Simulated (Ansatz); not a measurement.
**Geometry relaxation of GaN (part 2 of 2)**

Continued. System: GaN (F-43m, 2 atoms in the cell). Method: DFT PBE, scalar-relativistic, plane waves, PAW, no spin polarisation (Ansatz 0.2.0); cutoff 420 eV, 10×10×10 k-mesh, Gaussian smearing of 0.02 eV. The structure derives from a Materials Project entry.

Geometry of the input (Å; fractional positions):
```
0.0000  2.2535  2.2535
2.2535  0.0000  2.2535
2.2535  2.2535  0.0000
Ga 0.0000  0.0000  0.0000
N  0.7500  0.7500  0.7500
```

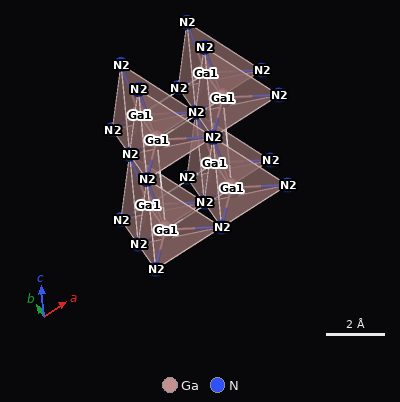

The geometry at step 3 of the log (polyhedral view of the cell of the calculation, seen slightly off an axis; polyhedra are completed across the faces of the cell; atoms are numbered from 1 in the order of the input).

### Output, continued
```
relax step   6: F+E_penalty+E_count = -4167.90792133 eV  Δ(F+E_penalty+E_count) = +4.609e-5 eV  max|allowed force component| = 4.163e-17 eV/Å  Δτ_max = 0.0000 Å  P = +0.003 GPa  Ω = 23.525 Å³  energy of the carried Pulay correction = -5.317e-5 eV  (6 SCF iters, accepted)
iter 1 solved again at ethr=1.70e-8 eV; its pass at ethr=3.10e-3 eV (dr2=3.06e-6 eV) is discarded
SCF iter   1: F=—  HF=-4167.907937 eV  |F-HF|=—  |Δ(HF+E_count)|=         —  Δρ=1.59e-6  dr2=9.51e-11  ethr=1.70e-8  ⟨swp⟩=3.2  Hψ=5068  notcnv=0
eigensolver tolerance schedule: the retry pair's looser diagonalisation over-reported the residual by 32207.33 of it (diagonalisation noise at 0.21 of the residual, at the tolerance the schedule requests for it); recorded, not acted on — ethr = c·dr2/N_el stays at c = 1.0e-1
preconditioner: auto → none  [insulator: Δε(μ)=1.541 eV  Ē_g=18.547 eV  σ=0.020 eV  W_gap=1.00  n_scr=8 (ndim 8)  ℏωp=32.5 eV  f_vac=0.002  D(μ)=0.00/eV (n_scr^D=0)  ε∞_Penn≈4.1]
SCF iter   2: F=—  HF=-4167.907941 eV  |F-HF|=—  |Δ(HF+E_count)|=   4.04e-6  Δρ=8.56e-7  dr2=3.08e-11  ethr=1.00e-12  ⟨swp⟩=2.4  Hψ=1132  notcnv=0
iter 3 did not close the SCF: its close was put off for the readings that it lacked (scf_convergence_deferred on its scf_iter line)
SCF iter   3: F=-4167.907941 eV  HF=-4167.907941 eV  |F-HF|=7.28e-12  |Δ(HF+E_count)|=  9.37e-11  Δρ=1.96e-7  dr2=2.58e-12  ethr=1.00e-12  ⟨swp⟩=2.0  Hψ=1034  notcnv=0
iter 4 did not close the SCF: its close was put off for the readings that it lacked (scf_convergence_deferred on its scf_iter line)
SCF iter   4: F=-4167.907941 eV  HF=-4167.907941 eV  |F-HF|=0.00e0  |Δ(HF+E_count)|=  9.09e-13  Δρ=3.92e-8  dr2=1.11e-13  ethr=1.00e-12  ⟨swp⟩=1.0  Hψ=611  notcnv=0
iter 5 did not close the SCF: its close was put off for the readings that it lacked (scf_convergence_deferred on its scf_iter line)
SCF iter   5: F=-4167.907941 eV  HF=-4167.907941 eV  |F-HF|=9.09e-13  |Δ(HF+E_count)|=  9.09e-13  Δρ=1.01e-8  dr2=4.98e-15  ethr=1.00e-12  ⟨swp⟩=1.0  Hψ=611  notcnv=0
iter 6 did not close the SCF: its close was put off for the readings that it lacked (scf_convergence_deferred on its scf_iter line)
SCF iter   6: F=-4167.907941 eV  HF=-4167.907941 eV  |F-HF|=9.09e-13  |Δ(HF+E_count)|=  9.09e-13  Δρ=1.73e-9  dr2=2.53e-16  ethr=1.00e-12  ⟨swp⟩=1.0  Hψ=611  notcnv=0
SCF iter   7: F=-4167.907941 eV  HF=-4167.907941 eV  |F-HF|=9.09e-13  |Δ(HF+E_count)|=    0.00e0  Δρ=3.95e-10  dr2=2.15e-17  ethr=1.00e-12  ⟨swp⟩=2.0  Hψ=1802  notcnv=0
SCF 7 converged in 7 iterations: F = -4167.907941 eV  dr2 = 2.15e-17
relax step   7: F+E_penalty+E_count = -4167.90794081 eV  Δ(F+E_penalty+E_count) = -1.948e-5 eV  max|allowed force component| = 4.626e-17 eV/Å  Δτ_max = 0.0000 Å  P = +0.004 GPa  Ω = 23.525 Å³  stress off target by 3.98e-3 GPa  SCF on the basis re-selected at this cell (its energy is not comparable with the rows above)  (7 SCF iters)
```

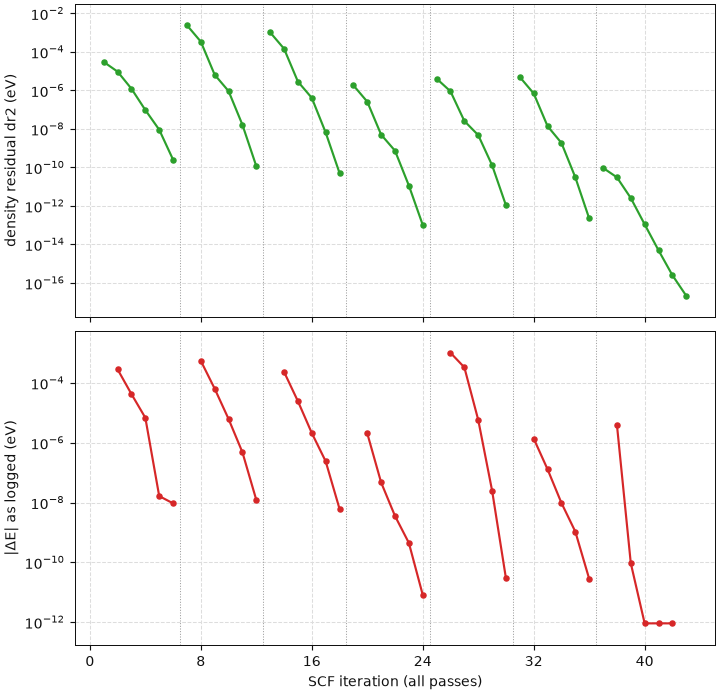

Convergence of the self-consistent field: density residual dr2 and size of the energy change against the SCF iteration. The dotted lines part the SCF passes of the relaxation: geometry steps, rejected trials and re-solves on a re-selected basis. The 7 passes take 6 to 7 iterations each, 43 in all.

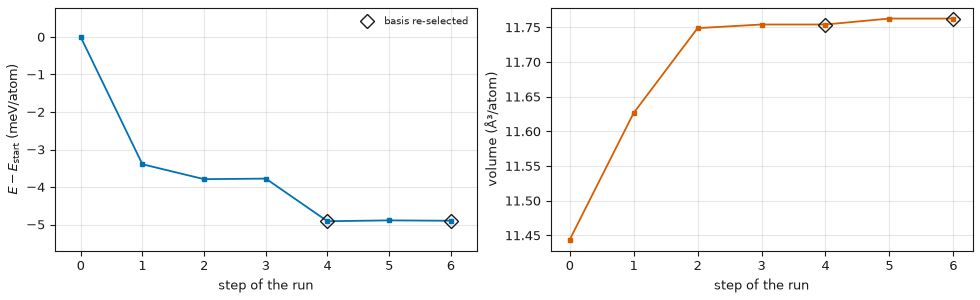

Progress of the relaxation, step by step (the first geometry is step 0 here and step 1 in the log).

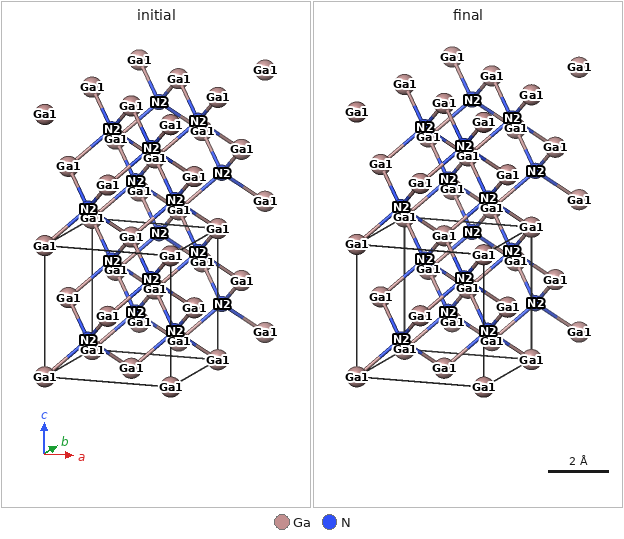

Before (left) and after (right) the relaxation, at one scale (ball-and-stick view of the cell 4 times as large as that of the calculation, set on its symmetry axes, repeated 1 × 2 × 2, seen slightly off an axis). The atoms keep their places relative to the cell (all moves are under 0.005 Å). The volume changes by +2.8 %, with a = b = c 4.507 → 4.548 Å (+0.9 %). Among the contacts that change: Ga1–N2 1.952 → 1.970 Å. The space group stays F-43m (No. 216). After 4 geometry steps the energy has fallen by 4.9 meV per atom. All forces vanish by symmetry, so only the cell relaxes. The pressure goes from 5.03 to 0.00 GPa. 1 further SCF at an unchanged geometry re-selected the plane-wave basis for the new cell. The energy change given includes the shifts at the re-selections in mid-walk, which come without any move. A last SCF at the same geometry on a re-selected plane-wave basis shifts the energy by next to nothing (0.0 meV per atom). (Atoms are counted from 1 in the order of the input.)

```
basis re-selected at this cell: Δ(F+E_penalty+E_count) = -1.948e-5 eV, ΔP = +0.001 GPa vs the last step (what re-selecting the basis moved, of the pressure what is left beyond the Pulay correction that the steps carried, after the strain that the cell walked since its last selection, with what the two solves' SCF thresholds leave and, on support functions, any second-order correction that the steps lacked; it is no measure of the basis error at this ecutwfc). This SCF's stress stands 3.98e-3 GPa from its target on what of the cell is left free (relax.cell.stress_tol is 5.00e-2 GPa) and its largest allowed force component is 4.63e-17 eV/Å (relax.f_tol is 5.00e-3 eV/Å): within both
SCF converged after 7 iterations
Free energy (F): -4167.907941 eV
Harris-Foulkes:  -4167.907941 eV  (|F-HF|=9.09e-13)
Internal energy: -4167.907941 eV  (E = F + TS)
E sigma→0 (E₀):  -4167.907941 eV
Fermi energy:    10.008839 eV
--- Per-component energies (eV) ---
  E_band       = -12.263577
  E_kinetic    = 246.000714
  E_local      = -1971.445239  (includes V_loc(G=0)·N_el)
  E_nonlocal   = 474.232153
  E_hartree    = 904.989959
  E_xc         = -128.406143
  E_vxc        = -133.611890  (∫ρ·V_xc dr)
  E_paw        = -2120.319652  (= ΣΔE_a)
  E_vpaw       = -437.419265  (= ΣTr[D̂ρ^β])
  E_aug_tail   = 0.000031  (compensation charges beyond the density's cutoff)
  E_ewald      = -1572.959764
  E_smearing   = -0.000000  (= −TS)
  E_closure    = 0.000000  (closes the sum)
  Σ components = -4167.907941   (vs F -4167.907941, Δ=0.00e0)
--- Forces (eV/Å), atoms counted from 1 ---
  atom   1  Ga    -0.00000000     0.00000000     0.00000000
  atom   2  N      0.00000000     0.00000000    -0.00000000
  max |Σ_I F_I| component: 7.40e-17 eV/Å
--- Stress (GPa, compression-positive) ---
        0.003982      -0.000000      -0.000000
       -0.000000       0.003982       0.000000
       -0.000000       0.000000       0.003982
  P = ⅓ Tr σ = 0.0040 GPa (0.040 kbar)
--- Band table (eV; the first three rows and the last of 47) ---
  k-point 0: bands = ["-6.4633", "-4.2272", "-4.2272", "-4.2272", "-3.9367", "-3.9367", "9.2383", "9.2383", "9.2383", "10.7791", "19.3769", "19.3769", "19.3769"]
  k-point 1: bands = ["-6.3609", "-4.2148", "-4.2148", "-4.1853", "-3.9379", "-3.9379", "8.1258", "9.1351", "9.1351", "11.6602", "18.8797", "19.5342", "19.5342"]
  k-point 2: bands = ["-6.1083", "-4.1859", "-4.1859", "-4.0129", "-3.9366", "-3.9366", "6.3523", "8.8821", "8.8821", "12.7326", "18.1067", "19.7904", "19.7904"]
  k-point 46: bands = ["-5.5217", "-4.0951", "-4.0587", "-3.9384", "-3.9114", "-2.0055", "3.5919", "5.7662", "5.8090", "15.0145", "17.1763", "19.7363", "20.2999"]
--- Relaxed structure (5 steps of the walk, 5 accepted, 2 SCFs on fresh bases) ---
  F+E_penalty+E_count = -4167.90794081 eV   max|allowed force component| = 4.626e-17 eV/Å   (the final SCF, on the basis selected at the relaxed cell)
  cell:  # Å, volume = 23.5255 Å³
    - [-2.0922871410077518e-33, 2.274238487273314, 2.274238487273314]
    - [2.274238487273314, 2.162348506460066e-33, 2.274238487273314]
    - [2.274238487273314, 2.274238487273314, 2.5476860164477953e-33]
  atoms:
    - { symbol: Ga, position: [3.970511258581514e-34, -4.6827105874750595e-34, -2.7241624330178105e-34] }
    - { symbol: N, position: [0.75, 0.75, 0.75] }
```

### Trajectory as extended XYZ (Å, eV, eV/Å), 7 frames, from step=1 to step=7
```
2
Lattice="0.0000 2.2535 2.2535 2.2535 0.0000 2.2535 2.2535 2.2535 0.0000" Properties=species:S:1:pos:R:3:forces:R:3 step=1 energy=-4167.89814 pressure_GPa=5.03
Ga    0.0000    0.0000    0.0000    0.0000   0.0000   0.0000
N     3.3803    3.3803    3.3803    0.0000   0.0000   0.0000
2
Lattice="0.0000 2.2654 2.2654 2.2654 0.0000 2.2654 2.2654 2.2654 0.0000" Properties=species:S:1:pos:R:3:forces:R:3 step=2 energy=-4167.90493 pressure_GPa=1.99
Ga    0.0000    0.0000    0.0000    0.0000   0.0000   0.0000
N     3.3981    3.3981    3.3981    0.0000   0.0000   0.0000
2
Lattice="0.0000 2.2733 2.2733 2.2733 0.0000 2.2733 2.2733 2.2733 0.0000" Properties=species:S:1:pos:R:3:forces:R:3 step=3 energy=-4167.90572 pressure_GPa=0.08
Ga    0.0000    0.0000    0.0000    0.0000   0.0000   0.0000
N     3.4100    3.4100    3.4100    0.0000   0.0000   0.0000
2
Lattice="0.0000 2.2737 2.2737 2.2737 0.0000 2.2737 2.2737 2.2737 0.0000" Properties=species:S:1:pos:R:3:forces:R:3 step=4 energy=-4167.90569 pressure_GPa=0.00
Ga    0.0000    0.0000    0.0000    0.0000   0.0000   0.0000
N     3.4105    3.4105    3.4105    0.0000   0.0000   0.0000
2
Lattice="0.0000 2.2737 2.2737 2.2737 0.0000 2.2737 2.2737 2.2737 0.0000" Properties=species:S:1:pos:R:3:forces:R:3 step=5 energy=-4167.90797 pressure_GPa=0.13
Ga    0.0000    0.0000    0.0000    0.0000   0.0000   0.0000
N     3.4105    3.4105    3.4105    0.0000   0.0000   0.0000
2
Lattice="0.0000 2.2742 2.2742 2.2742 0.0000 2.2742 2.2742 2.2742 0.0000" Properties=species:S:1:pos:R:3:forces:R:3 step=6 energy=-4167.90792 pressure_GPa=0.00
Ga    0.0000    0.0000    0.0000    0.0000   0.0000   0.0000
N     3.4114    3.4114    3.4114    0.0000   0.0000   0.0000
2
Lattice="0.0000 2.2742 2.2742 2.2742 0.0000 2.2742 2.2742 2.2742 0.0000" Properties=species:S:1:pos:R:3:forces:R:3 step=7 energy=-4167.90794 pressure_GPa=0.00
Ga    0.0000    0.0000    0.0000    0.0000   0.0000   0.0000
N     3.4114    3.4114    3.4114    0.0000   0.0000   0.0000
```

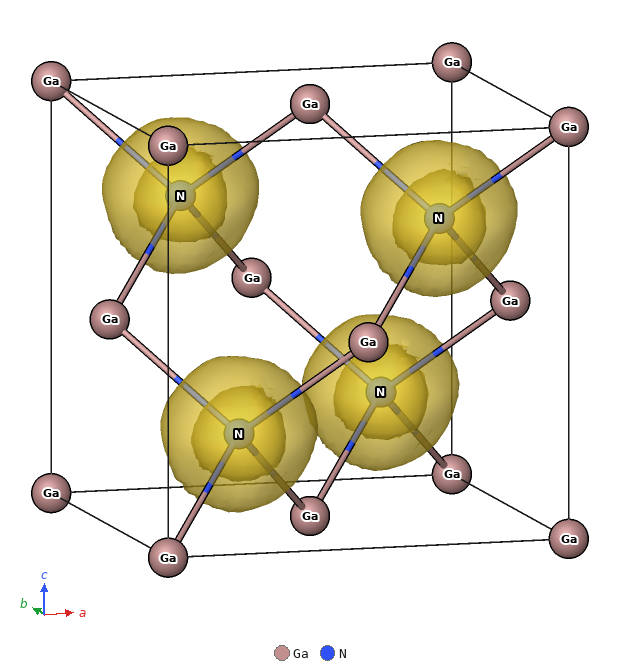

Isosurface of the ELF at 0.75 (yellow), seen slightly off an axis. Core shells and regions of very low density are left out. Sticks mark near contacts. The outline is the cell set on symmetry axes. Values along the shortest contacts: Ga–N (1.97 Å): the ELF is about 0.45 at the midpoint. Core electrons are frozen (PAW), so the fields are smoothed inside the atomic spheres.

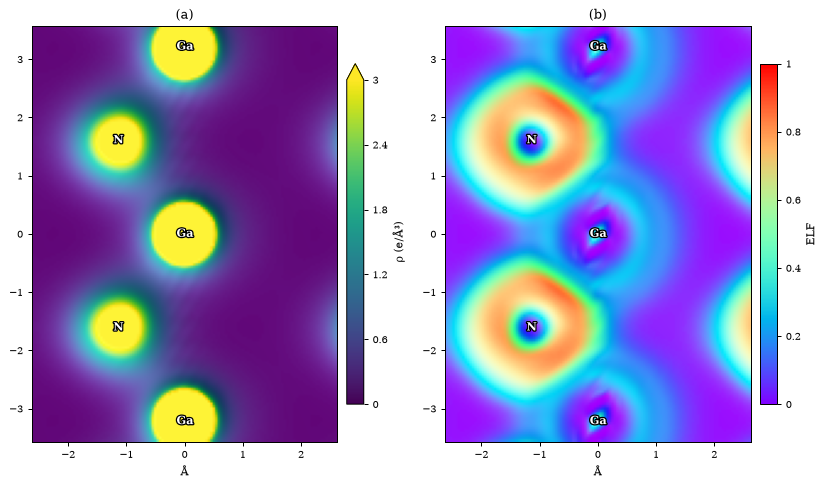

(a) valence pseudo-density; (b) ELF on the (110) plane of the conventional cell. Atoms in the plane: Ga and N. Ga–N (1.97 Å): the density is about 0.72 e/Å³ at the midpoint; the ELF is about 0.45 at the midpoint. Away from the nuclei the density in this plane falls to 0.03 e/Å³ at its lowest.

### Results in brief

- outcome: converged
- space group (tolerance 0.01 Å): F-43m (216)
- electrons treated: 18
- free energy: −4167.9079 eV
- Fermi energy: 10.009 eV
- gap on the k-point mesh: 1.54 eV
- pressure: 0.00 GPa
- final volume: 23.53 Å³
- largest force (length of the vector) at the end: under 0.001 eV/Å
- final cell: a = 3.216 Å, b = 3.216 Å, c = 3.216 Å, α = 60.00°, β = 60.00°, γ = 60.00°
- wall time: 24 s
- peak memory: 0.34 GiB
